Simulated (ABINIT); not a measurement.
Run report: Ti, workfunction calculation (part 1 of 2)

Ti (slab, 6 atoms in the cell), computed with Kohn-Sham DFT of a periodic cell, PBE, JTH PAW PBE v2.0, no spin polarisation (ABINIT 10.8.3).

The structure derives from an entry of the Crystallography Open Database. The run did not end well.

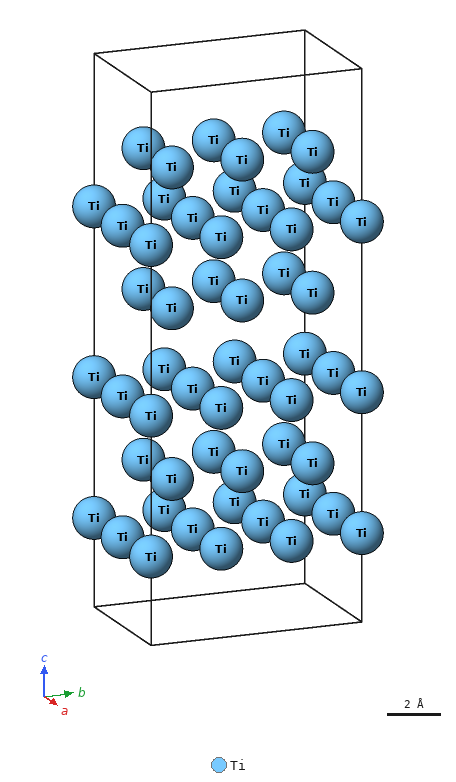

Figure 1. The structure (spheres-only view of the 2 × 3 repeat of the cell, with the vacuum cut short, seen slightly off an axis). An atom can appear more than once, as a periodic image.

The input:
```
pp_dirpath "./"
pseudos "Ti.GGA_PBE-JTH.xml"

acell 3*1.0 Angstrom
rprim
     2.8708535300     0.0000000000     0.0000000000
     0.0000000000     2.8708535300     0.0000000000
     0.0000000000     0.0000000000    25.1500000200
ntypat 1
znucl 22
natom 6
typat 1 1 1 1 1 1
xred
     0.5000000000     0.5000000000  -134658.7060418100
     0.0000000000     0.0000000000  37945.1937629800
     0.5000000000     0.5000000000  198307.0734778300
     0.0000000000     0.0000000000  -198306.0734778300
     0.5000000000     0.5000000000  -37944.1937629800
     0.0000000000     0.0000000000  134659.7060418100
chkprim 0
chksymtnons 0
tolsym 1.0e-6

ecut 15.0
pawecutdg 30.0
pawxcdev 0

kptopt 1
ngkpt 9 9 1
nshiftk 1
shiftk 0.0 0.0 0.0

ixc 11

nband 44
occopt 3
tsmear 0.00183747

nstep 120
tolvrs 1.0e-9
iprcel 45

iomode 3
prtwf 0
prteig 0
prtebands 0
enunit 1
prtvol 2
prtden 1
prtvha 1
prtvclmb 1
prtpot 1
```

Hardware: 4 threads of Arm Neoverse V2, 24 GiB of memory available, shared host.

Launched with:
```bash
mpirun --bind-to none -np 4 abinit run.abi > log 2>&1
```

The program's output:
```
.Version 10.8.3 of ABINIT
 Symmetries : space group P4/n m m (#129); Bravais tP (primitive tetrag.)
================================================================================
 Values of the parameters that define the memory need of the present run
     intxc =       0    ionmov =       0      iscf =      17    lmnmax =      18
     lnmax =       6     mgfft =     180  mpssoang =       3    mqgrid =   11719
     natom =       6  nloc_mem =       2    nspden =       1   nspinor =       1
    nsppol =       1      nsym =      16    n1xccc =       1    ntypat =       1
    occopt =       3   xclevel =       2
       mpw =        3909          nfft =       72000          nkpt =          15
Pmy_natom=         2
 PAW method is used; the additional fine FFT grid is defined by:
   mgfftf=       240    nfftf =    216000
 For the susceptibility and dielectric matrices, or tddft :
   mgfft =       100  nbnd_in_blk=     6    nfft =     14400     npw =       215
================================================================================
================================================================================

--------------------------------------------------------------------------------
------------- Echo of variables that govern the present computation ------------
--------------------------------------------------------------------------------
 -outvars: echo values of preprocessed input variables --------
            acell      1.8897261259E+00  1.8897261259E+00  1.8897261259E+00 Bohr
              amu      4.78800000E+01
          chkprim           0
      chksymtnons           0
           diemix      1.00000000E+00
             ecut      1.50000000E+01 Hartree
           enunit           1
           iprcel          45
              ixc          11
         kptrlatt        9    0    0      0    9    0      0    0    1
          kptrlen      4.88261423E+01
            natom           6
            nband          44
            ngfft          20      20     180
          ngfftdg          30      30     240
             nkpt          15
            nstep         120
             nsym          16
           ntypat           1
           occopt           3
        pawecutdg      3.00000000E+01 Hartree
         pawxcdev           0
        prtebands           0
           prteig           0
           prtpot           1
         prtvclmb           1
           prtvha           1
           prtvol           2
            prtwf           0
            rprim      2.8708535300E+00  0.0000000000E+00  0.0000000000E+00
                       0.0000000000E+00  2.8708535300E+00  0.0000000000E+00
                       0.0000000000E+00  0.0000000000E+00  2.5150000020E+01
          spgroup         129
           tolsym      1.00000000E-06
           tolvrs      1.00000000E-09
           tsmear      1.83747000E-03 Hartree
            typat      1  1  1  1  1  1
           useylm           1
           xangst      1.4354267650E+00  1.4354267650E+00 -3.3866664596E+06
                       0.0000000000E+00  0.0000000000E+00  9.5432162390E+05
                       1.4354267650E+00  1.4354267650E+00  4.9874229019E+06
                       0.0000000000E+00  0.0000000000E+00 -4.9873977519E+06
                       1.4354267650E+00  1.4354267650E+00 -9.5429647390E+05
                       0.0000000000E+00  0.0000000000E+00  3.3866916096E+06
            xcart      2.7125634596E+00  2.7125634596E+00 -6.3998720885E+06
                       0.0000000000E+00  0.0000000000E+00  1.8034065052E+06
                       2.7125634596E+00  2.7125634596E+00  9.4248633587E+06
                       0.0000000000E+00  0.0000000000E+00 -9.4248158321E+06
                       2.7125634596E+00  2.7125634596E+00 -1.8033589786E+06
                       0.0000000000E+00  0.0000000000E+00  6.3999196151E+06
             xred      5.0000000000E-01  5.0000000000E-01 -1.3465870604E+05
                       0.0000000000E+00  0.0000000000E+00  3.7945193763E+04
                       5.0000000000E-01  5.0000000000E-01  1.9830707348E+05
                       0.0000000000E+00  0.0000000000E+00 -1.9830607348E+05
                       5.0000000000E-01  5.0000000000E-01 -3.7944193763E+04
                       0.0000000000E+00  0.0000000000E+00  1.3465970604E+05
            znucl       22.00000

================================================================================

 chkinp: Checking input parameters for consistency.

================================================================================
== DATASET  1 ==================================================================

--- !DatasetInfo
iteration_state: {dtset: 1, }
dimensions: {natom: 6, nkpt: 15, mband: 44, nsppol: 1, nspinor: 1, nspden: 1, mpw: 3909, }
cutoff_energies: {ecut:  15.0, pawecutdg:  30.0, }
electrons: {nelect:   7.20000000E+01, charge:   0.00000000E+00, occopt:   3.00000000E+00, tsmear:   1.83747000E-03, }
meta: {optdriver: 0, ionmov: 0, optcell: 0, iscf: 17, paral_kgb: 0, }
...

 Exchange-correlation functional for the present dataset will be:
  GGA: Perdew-Burke-Ernzerhof functional - ixc=11
  J.P.Perdew, K.Burke, M.Ernzerhof, PRL 77, 3865 (1996)

 Real(R)+Recip(G) space primitive vectors, cartesian coordinates (Bohr,Bohr^-1):
 R(1)=  5.4251269  0.0000000  0.0000000  G(1)=  0.1843275  0.0000000  0.0000000
 R(2)=  0.0000000  5.4251269  0.0000000  G(2)=  0.0000000  0.1843275  0.0000000
 R(3)=  0.0000000  0.0000000 47.5266121  G(3)=  0.0000000  0.0000000  0.0210408
 Unit cell volume ucvol=  1.3988033E+03 bohr^3
 Angles (23,13,12)=  9.00000000E+01  9.00000000E+01  9.00000000E+01 degrees

 Coarse grid specifications (used for wave-functions):

 getcut: wavevector=  0.0000  0.0000  0.0000  ngfft=  20  20 180
         ecut(hartree)=     15.000   => boxcut(ratio)=   2.11451

 Fine grid specifications (used for densities):

 getcut: wavevector=  0.0000  0.0000  0.0000  ngfft=  30  30 240
         ecut(hartree)=     30.000   => boxcut(ratio)=   2.04809

--- Pseudopotential description ------------------------------------------------
- pspini: atom type   1  psp file is ./Ti.GGA_PBE-JTH.xml
 Pseudopotential format is: paw10
 basis_size (lnmax)=  6 (lmn_size= 18), orbitals=   0   0   1   1   2   2
 Spheres core radius: rc_sph= 2.30802695
 Shapefunction is BESSEL type: shapef(r,l)=aa(1,l)*jl(q(1,l)*r)+aa(2,l)*jl(q(2,l)*r)
 Radius for shape functions =  2.01037111
 Compensation charge density is not taken into account in XC energy/potential

   1.10140697E+04                                ecore*ucvol(ha*bohr**3)
--------------------------------------------------------------------------------

================================================================================

--- !BeginCycle
iteration_state: {dtset: 1, }
solver: {iscf: 17, nstep: 120, nline: 4, wfoptalg: 10, }
tolerances: {tolvrs: 1.00E-09, }
...

     iter   Etot(hartree)      deltaE(h)  residm     nres2
 ETOT  1  -348.87520374140    -3.489E+02 3.983E+00 3.027E+01
 ETOT  2  -356.69292835726    -7.818E+00 1.910E-01 1.175E+03
 ETOT  3  -354.25744762042     2.435E+00 2.647E+00 7.632E+02
 ETOT  4  -353.08569592659     1.172E+00 6.142E-01 4.117E+02
 ETOT  5  -352.13375552367     9.519E-01 1.697E-01 5.860E+01
 ETOT  6  -353.42135959262    -1.288E+00 4.518E-01 8.126E+01
 ETOT  7  -353.99621807318    -5.749E-01 1.529E-01 1.027E+02
 ETOT  8  -353.64227110531     3.539E-01 6.515E-02 1.024E+02
 ETOT  9  -352.97306276576     6.692E-01 3.037E-02 8.806E+01
 ETOT 10  -351.74036782030     1.233E+00 1.118E-01 2.346E+01
[... 100 further cycles ...]
 ETOT  111  -438.10510266837     2.360E+02 1.729E+01 2.955E+03
 ETOT  112  -1005.0479088889    -5.669E+02 9.237E+01 6.855E+03
 ETOT  113  -709.42289791916     2.956E+02 2.845E+01 7.925E+03
 ETOT  114  -637.58726678573     7.184E+01 8.733E+00 6.897E+03
 ETOT  115  -504.16780695444     1.334E+02 7.263E+00 4.159E+03
 ETOT  116  -486.67799100890     1.749E+01 2.071E+01 3.655E+03
 ETOT  117  -733.07679416976    -2.464E+02 4.846E+01 4.938E+03
 ETOT  118  -1386.6139841463    -6.535E+02 1.499E+02 8.441E+03
 ETOT  119  -896.66487478832     4.899E+02 3.989E+01 8.192E+03
 ETOT  120  -2298.8794405045    -1.402E+03 8.491E+01 1.140E+04

 Cartesian components of stress tensor (hartree/bohr^3)
  sigma(1 1)= -2.50059423E+00  sigma(3 2)=  0.00000000E+00
  sigma(2 2)= -2.50059423E+00  sigma(3 1)=  0.00000000E+00
  sigma(3 3)=  5.42589426E+00  sigma(2 1)=  0.00000000E+00

 scprqt:  WARNING -
  nstep=  120 was not enough SCF cycles to converge;
  density residual=  1.140E+04 exceeds tolvrs=  1.000E-09

--- !ResultsGS
iteration_state: {dtset: 1, }
comment   : Summary of ground state results
lattice_vectors:
- [  5.4251269,   0.0000000,   0.0000000, ]
- [  0.0000000,   5.4251269,   0.0000000, ]
- [  0.0000000,   0.0000000,  47.5266121, ]
lattice_lengths: [   5.42513,    5.42513,   47.52661, ]
lattice_angles: [ 90.000,  90.000,  90.000, ] # degrees, (23, 13, 12)
lattice_volume:   1.3988033E+03
convergence: {deltae: -1.402E+03, res2:  1.140E+04, residm:  8.491E+01, diffor: null, }
etotal    :  -2.29887944E+03
entropy   :   0.00000000E+00
fermie    :  -1.41751270E+01
cartesian_stress_tensor: # hartree/bohr^3
- [ -2.50059423E+00,   0.00000000E+00,   0.00000000E+00, ]
- [  0.00000000E+00,  -2.50059423E+00,   0.00000000E+00, ]
- [  0.00000000E+00,   0.00000000E+00,   5.42589426E+00, ]
pressure_GPa:  -4.1651E+03
xred      :
- [  5.0000E-01,   5.0000E-01,  -1.3466E+05, Ti]
- [  0.0000E+00,   0.0000E+00,   3.7945E+04, Ti]
- [  5.0000E-01,   5.0000E-01,   1.9831E+05, Ti]
- [  0.0000E+00,   0.0000E+00,  -1.9831E+05, Ti]
- [  5.0000E-01,   5.0000E-01,  -3.7944E+04, Ti]
- [  0.0000E+00,   0.0000E+00,   1.3466E+05, Ti]
cartesian_forces: # hartree/bohr
- [ -2.55136684E-23,  -2.55136684E-23,   1.52880039E+02, ]
- [ -2.49037799E-23,  -2.49037799E-23,   1.39997862E+04, ]
- [  1.30007896E-22,   1.30007896E-22,   9.14019057E+03, ]
- [ -2.61235569E-23,  -2.61235569E-23,  -9.14019057E+03, ]
- [ -2.67334454E-23,  -2.67715634E-23,  -1.39997862E+04, ]
- [ -2.67334454E-23,  -2.66953273E-23,  -1.52880039E+02, ]
force_length_stats: {min:   1.52880039E+02, max:   1.39997862E+04, mean:   7.76428562E+03, }
...

 Integrated electronic density in atomic spheres:
 ------------------------------------------------
 Atom  Sphere_radius  Integrated_density
    1        2.30803          0.04358102
    2        2.30803          0.03855012
    3        2.30803          0.00663314
    4        2.30803          0.00663314
    5        2.30803          0.03855012
    6        2.30803          0.04358102

================================================================================

 ----iterations are completed or convergence reached----

 Mean square residual over all n,k,spin=   25.727E+00; max=  84.910E+00
   0.0000  0.0000  0.0000    1  5.57399E+01 kpt; spin; max resid(k); each band:
  2.56E+00 4.08E+00 7.31E+00 3.09E+00 3.19E+00 3.36E+00 3.60E+00 1.10E+01
  9.08E+00 1.18E+01 1.05E+01 1.21E+01 1.59E+01 1.63E+01 3.54E+01 2.99E+01
  3.78E+01 9.59E+00 9.74E+00 1.50E+01 2.82E+01 2.43E+01 3.33E+01 3.52E+01
  3.59E+01 2.40E+01 4.92E+01 3.15E+01 3.23E+01 4.34E+01 3.69E+01 4.52E+01
  4.80E+01 5.56E+01 5.30E+01 3.82E+01 5.57E+01 2.78E+01 3.29E+01 5.40E+01
  5.16E+01 4.15E+01 4.42E+01 4.38E+01
   0.1111  0.0000  0.0000    1  7.02700E+01 kpt; spin; max resid(k); each band:
  2.46E+00 4.07E+00 2.05E+00 7.40E+00 2.72E+00 4.88E+00 4.40E+00 3.15E+00
  7.13E+00 1.25E+01 8.30E+00 8.92E+00 1.37E+01 4.08E+00 1.13E+01 1.85E+01
  1.81E+01 4.12E+01 2.34E+01 2.82E+01 2.16E+01 2.37E+01 3.33E+01 3.32E+01
  4.00E+01 4.36E+01 3.59E+01 2.86E+01 4.15E+01 4.40E+01 4.55E+01 3.15E+01
  3.62E+01 5.93E+01 2.73E+01 3.69E+01 5.21E+01 3.60E+01 7.03E+01 4.55E+01
  5.58E+01 4.72E+01 5.13E+01 4.69E+01
   0.2222  0.0000  0.0000    1  8.49103E+01 kpt; spin; max resid(k); each band:
  2.08E+00 4.04E+00 1.88E+00 7.34E+00 4.14E+00 2.75E+00 4.96E+00 1.17E+01
  6.60E+00 5.48E+00 1.01E+01 8.79E+00 7.44E+00 5.74E+00 1.69E+01 1.75E+01
  1.97E+01 1.48E+01 2.23E+01 2.65E+01 1.55E+01 2.90E+01 2.64E+01 3.09E+01
  2.20E+01 3.29E+01 3.45E+01 3.18E+01 3.10E+01 2.67E+01 2.67E+01 4.55E+01
  4.31E+01 4.12E+01 5.10E+01 3.94E+01 5.18E+01 5.58E+01 4.15E+01 4.99E+01
  5.08E+01 8.49E+01 5.22E+01 4.67E+01
   0.3333  0.0000  0.0000    1  6.15665E+01 kpt; spin; max resid(k); each band:
  2.12E+00 1.90E+00 3.97E+00 4.05E+00 7.30E+00 3.35E+00 3.18E+00 9.37E+00
  3.71E+00 4.26E+00 7.54E+00 1.23E+01 7.81E+00 7.48E+00 1.50E+01 1.08E+01
  1.66E+01 2.07E+01 1.50E+01 4.35E+01 1.80E+01 2.19E+01 2.27E+01 3.10E+01
  3.84E+01 2.84E+01 3.45E+01 2.21E+01 2.58E+01 2.66E+01 3.47E+01 3.53E+01
  3.37E+01 4.12E+01 3.59E+01 5.11E+01 4.78E+01 3.42E+01 4.16E+01 4.49E+01
  5.64E+01 3.96E+01 4.73E+01 6.16E+01
   0.4444  0.0000  0.0000    1  5.55087E+01 kpt; spin; max resid(k); each band:
  1.88E+00 1.90E+00 3.91E+00 3.92E+00 7.65E+00 8.52E+00 5.05E+00 7.29E+00
  2.49E+00 5.31E+00 1.34E+01 1.02E+01 9.77E+00 1.07E+01 1.47E+01 1.28E+01
  2.51E+01 1.65E+01 2.42E+01 1.74E+01 2.25E+01 2.52E+01 3.09E+01 2.03E+01
  4.29E+01 3.28E+01 2.57E+01 3.51E+01 2.47E+01 3.50E+01 2.88E+01 3.16E+01
  2.43E+01 3.67E+01 3.21E+01 4.80E+01 3.27E+01 3.52E+01 5.00E+01 3.95E+01
  5.55E+01 5.04E+01 3.89E+01 4.04E+01
   0.1111  0.1111  0.0000    1  6.22445E+01 kpt; spin; max resid(k); each band:
  2.25E+00 4.00E+00 2.27E+00 2.48E+00 7.33E+00 3.58E+00 6.27E+00 4.79E+00
  5.01E+00 1.36E+01 4.50E+00 1.09E+01 5.13E+00 1.18E+01 1.76E+01 1.80E+01
  3.09E+01 8.90E+00 3.05E+01 2.26E+01 2.23E+01 2.61E+01 1.98E+01 2.54E+01
  4.30E+01 2.33E+01 1.82E+01 3.16E+01 2.64E+01 3.57E+01 3.22E+01 2.87E+01
  3.10E+01 4.40E+01 4.04E+01 2.75E+01 3.32E+01 4.24E+01 4.15E+01 2.78E+01
  6.22E+01 4.65E+01 5.38E+01 3.88E+01
   0.2222  0.1111  0.0000    1  6.16865E+01 kpt; spin; max resid(k); each band:
  2.26E+00 4.03E+00 2.19E+00 2.48E+00 7.76E+00 6.70E+00 4.46E+00 3.34E+00
  3.71E+00 1.46E+01 5.09E+00 1.20E+01 9.78E+00 2.34E+01 1.12E+01 9.41E+00
  1.03E+01 3.80E+01 3.20E+01 2.48E+01 2.96E+01 1.95E+01 2.02E+01 2.29E+01
  3.38E+01 2.74E+01 3.04E+01 2.36E+01 3.24E+01 3.84E+01 5.43E+01 3.40E+01
  3.67E+01 4.48E+01 5.43E+01 5.11E+01 3.49E+01 3.07E+01 4.11E+01 5.18E+01
  6.17E+01 4.56E+01 4.69E+01 5.94E+01
   0.3333  0.1111  0.0000    1  6.83397E+01 kpt; spin; max resid(k); each band:
  2.09E+00 1.88E+00 3.99E+00 4.54E+00 2.18E+00 7.48E+00 2.63E+00 5.08E+00
  7.49E+00 8.86E+00 1.76E+01 7.84E+00 7.08E+00 9.72E+00 9.94E+00 1.35E+01
  1.73E+01 1.39E+01 1.96E+01 3.83E+01 2.51E+01 1.08E+01 3.41E+01 2.69E+01
  2.60E+01 3.62E+01 4.16E+01 3.50E+01 3.47E+01 3.83E+01 2.97E+01 2.58E+01
  3.73E+01 4.30E+01 3.99E+01 5.38E+01 3.58E+01 3.81E+01 3.56E+01 3.73E+01
  5.14E+01 6.83E+01 4.85E+01 4.98E+01
   0.4444  0.1111  0.0000    1  5.81414E+01 kpt; spin; max resid(k); each band:
  1.98E+00 1.91E+00 3.89E+00 4.36E+00 2.74E+00 7.26E+00 8.20E+00 8.63E+00
  5.11E+00 3.92E+00 5.48E+00 3.88E+00 1.55E+01 1.67E+01 9.99E+00 1.37E+01
  1.30E+01 1.76E+01 2.46E+01 2.08E+01 3.67E+01 2.60E+01 2.76E+01 2.97E+01
  3.95E+01 2.97E+01 3.06E+01 2.46E+01 4.20E+01 3.47E+01 3.34E+01 2.94E+01
```
